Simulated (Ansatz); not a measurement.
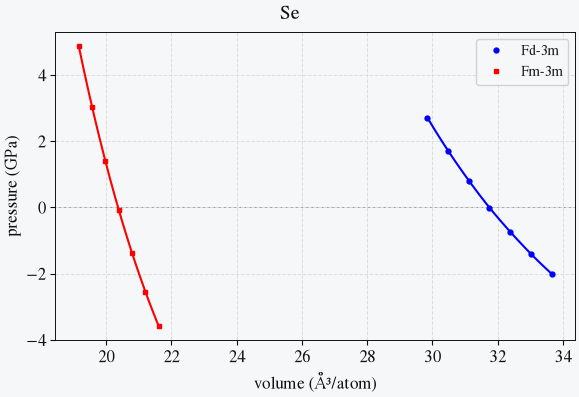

Caption: Pressure against volume, with one curve for each structure, for Se.

Settings that differ: Fd-3m: k mesh 15×15×15, atoms in cell 2, space group number 227, structure type diamond; Fm-3m: k mesh 43×43×43, atoms in cell 1, space group number 225, structure type fcc.

The fitted equilibrium volumes, smallest first, are Fm-3m 20.37, Fd-3m 31.74 Å³/atom. The fitted bulk moduli, smallest first, are Fd-3m 38.7, Fm-3m 69.5 GPa. For Fd-3m, the pressure falls from 2.713 GPa at volume 29.84 Å³/atom to −2.007 GPa at 33.65 Å³/atom, and changes sign near 31.74 Å³/atom. For Fm-3m, the pressure falls from 4.870 GPa at volume 19.17 Å³/atom to −3.584 GPa at 21.61 Å³/atom, and changes sign near 20.37 Å³/atom.

Computed with Ansatz 0.2.0 development build: equation of state of a cubic crystal from periodic Kohn-Sham density functional theory without spin, third-order Birch-Murnaghan fit to the free energies; pressure corrected for the finite basis. Level: PBE.

```
                setting                   value
       lattice centring  face-centred primitive
      occupation method             Fermi–Dirac
       occupation width              0.06123 eV
            wave cutoff                  420 eV
               datasets              soft-1 PAW
      density tolerance                1e-07 eV
   density cutoff ratio                       4
search for lower states                 default
```

Note: cubic model structure, not the ambient form.
